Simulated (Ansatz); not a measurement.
# Formation energy and levels of the substitutional impurity Tl_Al in AlN (P6_3mc), part 2 of 2

Charge states of Tl_Al in AlN (P6_3mc), set against the band edges. Model: a cell of 72 host atoms with 1 Al taken out and 1 Tl put in.

Ansatz; place-levels on r2SCAN runs: charge-transition levels and formation energies with image-charge correction and potential alignment at the atomic sites; PAW set soft_1.

So far: The starting structure; The runs of each charge state.

### Step 3. Placing the levels, r2SCAN

A charged cell interacts with its images and the background, and its potential has another zero than the host's. place-levels removes the first by a point-charge model, screened by the static dielectric constant since the ions have relaxed around the charge, and the second by comparing potentials at atoms far from the defect.

The host is a run of the defect-free crystal in the same cutoffs, grids and k-points, so that basis and sampling errors cancel in part in the differences. The host is run in a cell of 8 atoms on a matching mesh. Its band edges are searched through the zone by a band path, so the gap is smaller than, or equal to, that on the mesh. Chemical potentials are energies per atom of Al (fcc) and Tl (hcp), run with the same functional and cutoff.

File levels.point.yaml:

```yaml
host:
  run: host.point.run
states: [qm2.point.run, qm1_M1.point.run, q0.point.run, q0_M2.point.run, qp1_M1.point.run, qp1_M3.point.run]
geometry_from:
  qm2.point.run: qm2.relax.run
  qm1_M1.point.run: qm1_M1.relax.run
  q0.point.run: q0.relax.run
  q0_M2.point.run: q0_M2.relax.run
  qp1_M1.point.run: qp1_M1.relax.run
  qp1_M3.point.run: qp1_M3.relax.run
  host.point.run: host.relax.run
chemical_potentials:
  Al:
    energy: -540.418346
    dataset: <sha256 of the dataset>
  Tl:
    energy: -11460.43654
    dataset: "<sha256 of the dataset>"
epsilon: [4.49, 4.49, 4.72]
static_epsilon: [8.15, 8.15, 9.65]
vertical:
  - { from: qm2.point.run, to: qm2.point_neutral.run }
  - { from: qm1_M1.point.run, to: qm1_M1.point_neutral.run }
  - { from: qp1_M1.point.run, to: qp1_M1.point_neutral.run }
  - { from: qp1_M3.point.run, to: qp1_M3.point_neutral.run }
```

The run is started by

```console
$ ansatz place-levels levels.point.yaml -- --threads 4 --pin off --max-ram 15073MiB
```

Output:

```text
[... repeated set-up lines and file paths are left out, and long positions are rounded to six places ...]
(+1/0) 0.104 eV beneath the valence edge (-0.244 eV without the band-filling correction), in the valence band
(0/-1) 4.212 eV above the valence edge, 0.666 eV under the conduction edge; not on the lower envelope
(-1/-2) 4.155 eV above the valence edge, 0.723 eV under the conduction edge; not on the lower envelope
(0/-2) 4.183 eV above the valence edge, 0.695 eV under the conduction edge: charges between them are lowest nowhere
formation energy of charge +1: +6.304 eV with the Fermi level at the valence edge
formation energy of charge 0: +6.200 eV with the Fermi level at the valence edge
formation energy of charge -1: +10.412 eV with the Fermi level at the valence edge
formation energy of charge -2: +14.567 eV with the Fermi level at the valence edge
vertical -2 to 0: no energy, since no alignment is typed
  the change from vertical[0].from (qm2.point.run) to vertical[0].to (qm2.point_neutral.run): by its potential at epsilon [4.49, 4.49, 4.72] it stands at 0.465 0.534 0.520, with an rms radius of about 2.1 Å (1.0 1.0 1.5 Å across the planes of the cell's [...]
vertical -1 to 0: no energy, since no alignment is typed
  the change from vertical[1].from (qm1_M1.point.run) to vertical[1].to (qm1_M1.point_neutral.run): by its potential at epsilon [4.49, 4.49, 4.72] it stands at 0.464 0.537 0.514, with an rms radius of about 1.9 Å (1.0 1.0 1.3 Å across the planes of the cell's [...]
vertical +1 to 0: no energy, since no alignment is typed
  the change from vertical[2].from (qp1_M1.point.run) to vertical[2].to (qp1_M1.point_neutral.run): by its potential at epsilon [4.49, 4.49, 4.72] it stands at 0.461 0.542 0.626, with an rms radius of about 3.3 Å (1.2 1.2 2.8 Å across the planes of the cell's [...]
vertical +1 to 0: no energy, since no alignment is typed
  the change from vertical[3].from (qp1_M3.point.run) to vertical[3].to (qp1_M3.point_neutral.run): by its potential at epsilon [4.49, 4.49, 4.72] it stands at 0.520 0.480 0.437, with an rms radius of about 3.3 Å (1.6 1.6 2.4 Å across the planes of the cell's [...]
  edges by r2scan, gap 4.878 eV; the host is sampled to repeats of 18.64 Å
  the defect's cells are sampled to repeats of 18.64 Å, like sampling
  charge +1: -44346.0038 eV with its correction of +0.527 eV, at epsilon [8.15, 8.15, 9.65], aligned at sites: +0.2638 eV, mean over 33 atomic sites at or beyond 4.66 Å from the host's site at [0.4444, 0.5556, 0.4997] by the defect at [0.4444, 0.5556, [...]
  charge 0: +0.000 eV for its dipole among its images, +0.000 omitted
  charge -1: -44328.2000 eV with its correction of -0.074 eV, at epsilon [8.15, 8.15, 9.65], aligned at sites: +0.3370 eV, mean over 33 atomic sites at or beyond 4.66 Å from the host's site at [0.4444, 0.5556, 0.4997] by the defect at [0.4444, 0.5556, [...]
  charge -2: -44317.1271 eV with its correction of +0.310 eV, at epsilon [8.15, 8.15, 9.65], aligned at sites: +0.3703 eV, mean over 33 atomic sites at or beyond 4.66 Å from the host's site at [0.4444, 0.5556, 0.4997] by the defect at [0.4444, 0.5556, [...]
  charge +1: states[5] (qp1_M3.point.run) stands 3.325 eV higher, with a moment of 3.00 μB against 1.00
  states[5] (qp1_M3.point.run): levels filled in part (TS 0.005 eV): its energy is of no whole electron's
  charge 0: states[3] (q0_M2.point.run) stands 3.597 eV higher, with a moment of 2.00 μB against 0.00
  of states[4] (qp1_M1.point.run): it parts from the run at its places by a charge that spreads by about 2.8 Å along one vector (1.7 Å or more is wide), by its potential at epsilon [4.49, 4.49, 4.72], taken for that of held ions (one typed too small widens [...]
  of states[2] (q0.point.run): its displacements don't fall off away from the defect: farther atoms stand 0.014 Å off the host's places. [...]
  of states[1] (qm1_M1.point.run): its displacements don't fall off away from the defect: farther atoms stand 0.023 Å off the host's places. [...]
  of states[0] (qm2.point.run): it parts from the run that its charge is read beside by 2 carriers, of which the mean alone is read, by its potential at epsilon [4.49, 4.49, 4.72], taken for that of held ions (one typed too small widens it): that is narrow, [...]
  of states[5] (qp1_M3.point.run): it parts from the run at its places by a charge that spreads by about 2.4 Å along one vector (1.7 Å or more is wide), by its potential at epsilon [4.49, 4.49, 4.72], taken for that of held ions (one typed too small widens [...]
  of states[3] (q0_M2.point.run): its displacements don't fall off away from the defect: farther atoms stand 0.026 Å off the host's places. [...]
  of vertical[0].from (qm2.point.run): it parts from the run that its charge is read beside by 2 carriers, of which the mean alone is read, by its potential at epsilon [4.49, 4.49, 4.72], taken for that of held ions (one typed too small widens it): that is [...]
  of vertical[1].from (qm1_M1.point.run): its displacements don't fall off away from the defect: farther atoms stand 0.023 Å off the host's places. [...]
  of vertical[1].to (qm1_M1.point_neutral.run): its displacements don't fall off away from the defect: farther atoms stand 0.023 Å off the host's places. [...]
  of vertical[2].from (qp1_M1.point.run): its displacements don't fall off away from the defect: farther atoms stand 0.018 Å off the host's places. [...]
  of vertical[2].to (qp1_M1.point_neutral.run): its displacements don't fall off away from the defect: farther atoms stand 0.018 Å off the host's places. [...]
  vertical[3].from (qp1_M3.point.run): levels filled in part (TS 0.005 eV): its energy is of no whole electron's
  of vertical[3].from (qp1_M3.point.run): its displacements don't fall off away from the defect: farther atoms stand 0.027 Å off the host's places. [...]
  of vertical[3].to (qp1_M3.point_neutral.run): its displacements don't fall off away from the defect: farther atoms stand 0.027 Å off the host's places. [...]
```

Wall time 0.59 s (4 threads of Arm Neoverse V2, shared host).

Levels between the charges placed, in eV above the valence top:

|  | gap (eV) | (+1/0) | (0/−1) | (−1/−2) |
| --- | --- | --- | --- | --- |
| r2SCAN | 4.88 | -0.10 | 4.21 | 4.15 |

Corrections by state:

| charge | moment (μB) | image terms and alignment (eV) | band filling (eV) | ε used | over the lowest of its charge, as the program ranks them, band filling apart (eV) |
| --- | --- | --- | --- | --- | --- |
| +1 | 1.0 | 0.527 | -0.140 | principal values (8.15, 8.15, 9.65) | 0.000 |
| 0 | 0.0 | 0.000 | - | - | 0.000 |
| −1 | 1.0 | -0.074 | - | principal values (8.15, 8.15, 9.65) | 0.000 |
| −2 | 0.0 | 0.310 | - | principal values (8.15, 8.15, 9.65) | 0.000 |
| +1 | 3.0 | 0.508 | - | principal values (8.15, 8.15, 9.65) | 3.325 |
| 0 | 2.0 | 0.000 | - | - | 3.597 |

The charged structures listed were also run neutral, and place-levels reads from each pair, by the potential or the spins, how wide the charge is by which they differ; that can be the carrier of either run.

| charge | rms radius (Å) | spread where it is widest against the cell (Å) | wide from (Å) | reading |
| --- | --- | --- | --- | --- |
| +1 | 3.3 | 2.84 | 1.72 | wide |
| −1 | 1.9 | 1.29 | 1.72 | narrow |
| −2 | 2.1 | 1.54 | 1.72 | narrow |

The neutral runs of these pairs need not share the spin of the lowest neutral state, and very wide values only mean spread over the cell.

From the program's caveats on the states, each cut to its opening words:

- charge +1 (1 μB): it parts from the run at its places by a charge that spreads by about 2.8 Å along one vector (1.7 Å or more is wide), by its potential at epsilon [4.49, 4.49, [...]
- charge +1 (1 μB): a band-filling correction moves a carrier to the host's band edge, which changes its energy by -0.140 eV
- charge +1 (1 μB): its displacements don't fall off away from the defect: farther atoms stand 0.018 Å off the host's places
- charge +1 (1 μB), −1 (1 μB), +1 (3 μB), 0 (2 μB): flagged: stability check not made
- charge 0: its displacements don't fall off away from the defect: farther atoms stand 0.014 Å off the host's places
- charge −1 (1 μB): its displacements don't fall off away from the defect: farther atoms stand 0.023 Å off the host's places
- charge −2: it parts from the run that its charge is read beside by 2 carriers, of which the mean alone is read, by its potential at epsilon [4.49, 4.49, 4.72], taken for [...]
- charge −2: the far atoms show a dipole or second moment of the defect's charge, for which the correction takes or leaves out 0.061 eV: further moments aren't read, and [...]
- charge +1 (3 μB): it parts from the run at its places by a charge that spreads by about 2.4 Å along one vector (1.7 Å or more is wide), by its potential at epsilon [4.49, 4.49, [...]
- charge +1 (3 μB): its alignment with the host at atomic sites is doubtful: the mean over the far sites moves by -0.0686 eV from their farther parts to their nearer, more than [...]
- charge +1 (3 μB): the host's ions (past the first shell or, of a walk that freed a part, those that it held) aren't shown at rest: they stand up to 0.156 Å off their sites, 2.87 [...]
- charge +1 (3 μB): its displacements don't fall off away from the defect: farther atoms stand 0.027 Å off the host's places
- charge +1 (3 μB): its moments are held at its close (magnetization.spin_locking), by a field of 1.151 eV a Bohr magneton, and its energy and levels are of the state that this [...]
- charge 0 (2 μB): its displacements don't fall off away from the defect: farther atoms stand 0.026 Å off the host's places

The host's formation energy from the elements is -1.627 eV per atom; it sets how far the chemical potentials can move.

Limit set by the element alone; other compounds of these elements are not counted. Chemical potentials from the elements' reference states: Al 0.00 eV, N -3.25 eV, Tl 0.00 eV. Formation energy by charge state (Al-rich; gap 4.88 eV):

| charge | at valence top (eV) | at conduction bottom (eV) | correction included (eV) |
| --- | --- | --- | --- |
| +1 | 6.30 | 11.18 | 0.39 |
| 0 | 6.20 | 6.20 | 0.00 |
| −1 | 10.41 | 5.53 | -0.07 |
| −2 | 14.57 | 4.81 | 0.31 |

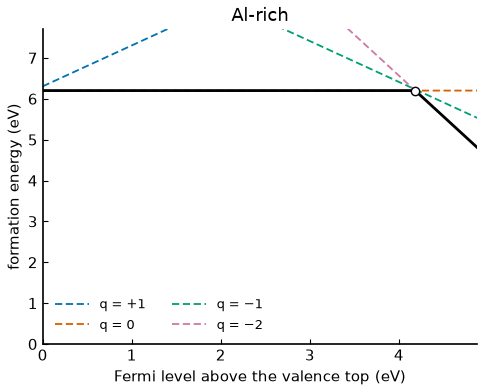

Formation energy against Fermi level; the thick line follows the lowest charge state and circles mark the transition levels.

Limit set by the element alone; other compounds of these elements are not counted. Chemical potentials from the elements' reference states: N 0.00 eV, Al -3.25 eV, Tl 0.00 eV. Formation energy by charge state (N-rich; gap 4.88 eV):

| charge | at valence top (eV) | at conduction bottom (eV) | correction included (eV) |
| --- | --- | --- | --- |
| +1 | 3.05 | 7.93 | 0.39 |
| 0 | 2.95 | 2.95 | 0.00 |
| −1 | 7.16 | 2.28 | -0.07 |
| −2 | 11.31 | 1.56 | 0.31 |

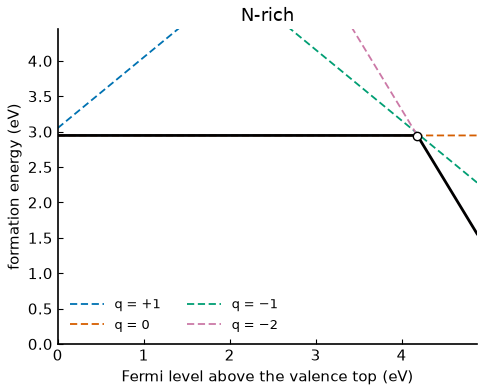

Formation energy against Fermi level; the thick line follows the lowest charge state and circles mark the transition levels.

Charge transition levels, in eV, zero at the valence-band top of the host:

|  | conduction bottom | valence top |
| --- | --- | --- |
| Tl_Al | 4.88 | 0.00 |

|  | level | energy (eV) |
| --- | --- | --- |
| Tl_Al | (+1/0) | -0.10 |
| Tl_Al | (0/−2) | 4.18 |

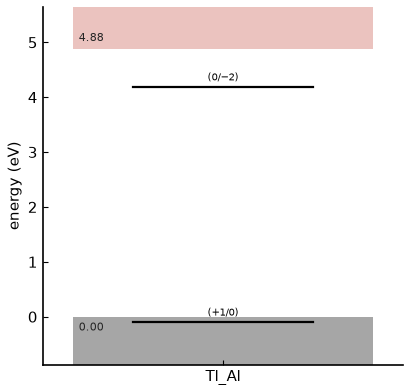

Charge transition levels. Shaded: valence and conduction bands.

### Step 4. The same at the relaxations' own k-points

The relaxations' own energies give the levels at their sampling, for comparison.

File levels.relax_mesh.yaml:

```yaml
host:
  run: host.relax.run
states: [qm2.relax.run, qm1_M1.relax.run, q0.relax.run, q0_M2.relax.run, qp1_M1.relax.run, qp1_M3.relax.run]
chemical_potentials:
  Al:
    energy: -540.418346
    dataset: <sha256 of the dataset>
  Tl:
    energy: -11460.43654
    dataset: "<sha256 of the dataset>"
```

The run is started by

```console
$ ansatz place-levels levels.relax_mesh.yaml -- --threads 4 --pin off --max-ram 15073MiB
```

Output:

```text
[...]
formation energy of charge +1: +6.284 eV with the Fermi level at the valence edge
formation energy of charge 0: +6.183 eV with the Fermi level at the valence edge
formation energy of charge -1: +10.484 eV with the Fermi level at the valence edge
formation energy of charge -2: +14.720 eV with the Fermi level at the valence edge
  edges by r2scan, gap 4.886 eV; the host is sampled to repeats of 13.64 Å
[... the lines on each state left out ...]
```

Wall time 0.18 s (4 threads).

Levels between neighbouring charges, in eV above the valence top:

|  | gap (eV) | (+1/0) | (0/−1) | (−1/−2) |
| --- | --- | --- | --- | --- |
| one point at (¼, ¼, ¼) | 4.89 | -0.10 | 4.30 | 4.24 |
| a 2×2×2 shifted mesh | 4.88 | -0.10 | 4.21 | 4.15 |

Going from one point at (¼, ¼, ¼) to a 2×2×2 shifted mesh moves the levels that carry no band-filling term by up to 0.09 eV and formation energies against the elements by up to 0.15 eV; band-filling terms, which differ between samplings, are in these energies.

### Step 5. Outcome

```
gap of the host                                                          : 4.88 eV (r2SCAN)
level (plus 1/0)                                                         : 0.10 eV below the valence top (-0.24 eV above the valence top without the band-filling term)
level (0/minus 1)                                                        : 4.21 eV above the valence top, not a change between lowest states
level (minus 1/minus 2)                                                  : 4.15 eV above the valence top, not a change between lowest states
level (0/minus 2)                                                        : 4.18 eV above the valence top
lowest of the charges placed, just above the valence top (0.02 eV)       : 0
lowest of the charges placed, just below the conduction bottom (0.02 eV) : −2
lowest formation energy at mid-gap of the charges run, Al-rich           : 6.20 eV
lowest formation energy at mid-gap of the charges run, N-rich            : 2.95 eV
```

In words: Of the charges placed (−2, −1, 0 and +1), the lowest changes at 4.18 eV (0/−2) above the valence top, in a gap of 4.88 eV. (0/−2) passes over charge −1, which lies 0.03 eV above the two there; a lower structure or spin state of it, if missed, would change that. Charges below −2 were not placed, so these runs say nothing of levels that involve them. States placed: +1 at 1 μB and 3 μB; 0 at 0 μB and 2 μB; −1 at 1 μB; −2 at 0 μB. Other spin states or structures, where not listed, weren't placed. The program finds carriers beyond a band edge of the host and adds a band-filling term at charge +1 (-0.14 eV); steps to such a charge show no bound level, and a defect level inside a band would be read the same way. Tl is taken at its element; compounds, which aren't counted here, bound the chemical potentials and would shift these formation energies. Going from one point at (¼, ¼, ¼) to a 2×2×2 shifted mesh moves the levels that carry no band-filling term by up to 0.09 eV and formation energies against the elements by up to 0.15 eV; band-filling terms, which differ between samplings, are in these energies. The program doubts the alignment of potentials for at least one state, a sign that the cell is small. Keep in mind: r2SCAN makes the gap too small and tends to spread out bound carriers; where a gas molecule sets a chemical potential or the host's formation energy, its binding is uncorrected; spin–orbit coupling, which can matter with heavy atoms, is left out; force components of up to 0.35 eV/Å remain in a run at the final settings.

[Logs are printed without paths, hosts, clocks, repeated set-up lines and the standing remarks that a program may print on its own settings, such as how far it seeks lower states.]

[Hosts, paths, dates, database ids (printed as entryN), source tags and the programs' standing remarks are cut or masked in the printed files.]

[Where a table of states has a column of steps, it counts the stored structures, which are thinned; the runs took as many ionic steps or more.]

[A defect's name tells the site on which it was built; relaxed atoms can leave that site.]

[For some hosts the program warned that the k-mesh of the response run may be too coarse for force constants and the static dielectric constant; such warnings are not shown here.]
